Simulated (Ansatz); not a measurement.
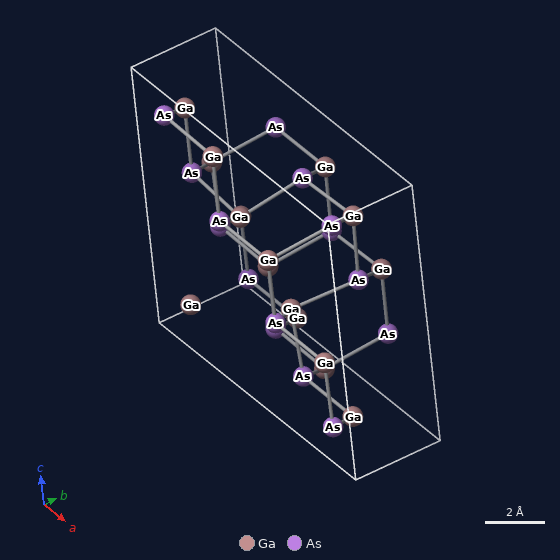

The figure gives a ball-and-stick picture of the atoms, viewed slightly off an axis. The parallelepiped is the supercell. The host is GaAs, in a cell of 32 sites, and the cell is neutral.

> What kind of defect was put in?

An arsenic vacancy. Around the empty site lie four Ga at about 2.1 to 2.2 Å.

The calculation used DFT PBEsol, scalar-relativistic, plane waves, PAW (Ansatz), with plane waves up to 420 eV, 2×2×2 k-points, Gaussian smearing of 0.02 eV, collinear spins.

> Is there a net spin in the supercell?

Yes, 0.5 μB in the cell.

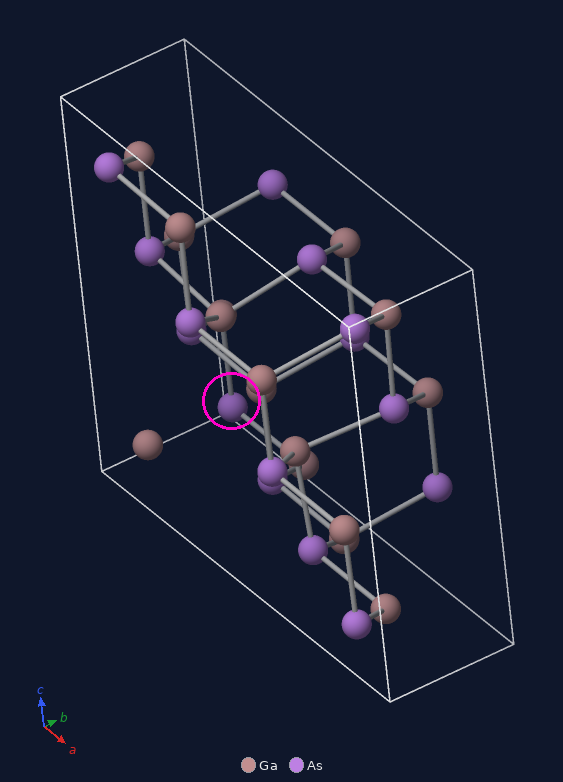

The same cell with a ring at the defect's site.

The atoms were relaxed in the host's cell with DFT PBEsol, scalar-relativistic, plane waves, PAW in Ansatz 0.2.0.
